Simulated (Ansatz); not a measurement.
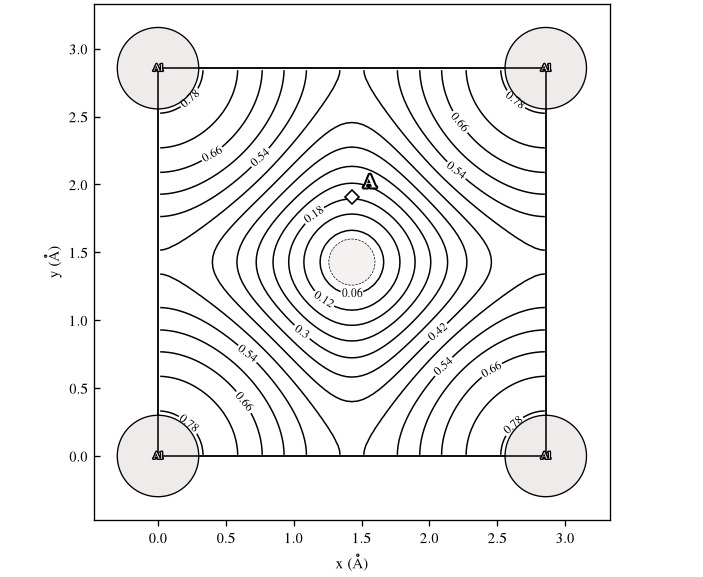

Al on an Al(100) slab cut from the Fm-3m phase, its upper half relaxed before the scan (12 atoms of substrate and one adsorbate in a 2 × 2 cell). 
- Al is moved over the surface cell; relaxed at each place: the height of the adsorbate's atoms; substrate rigid; the origin of the map has the adsorbate above Al9.
- Places are given modulo a cell vector. The map is drawn in real space over the plane of the surface.
- The scan uses a 6 × 6 grid; 10 points were computed and 26 follow by symmetry.
- Places are given in fractions of the 1 × 1 surface cell.
- All energies are given in eV relative to the lowest grid point.
- These are results of DFT PBE, scalar-relativistic, plane waves, PAW in Ansatz, not measurements. Settings: cutoff 420 eV, k-mesh 5×5×1, gaussian smearing 0.1 eV, no spin polarisation.

The picture shows contour lines labelled in eV, labelled circles for the atoms of the top layer and small ones for the second layer, the outline of one cell of the plane, the point A. Between grid points the surface is interpolated.

Question: Which way does the force act at A, and how strong is it?

Answer: A, at (3/6, 4/6) of the cell vectors, is not a stationary point. The computed force is 0.53 eV/Å in the plane, pointing down in the picture (components 0.00 and −0.53 eV/Å).

PAW datasets: the set soft_1.
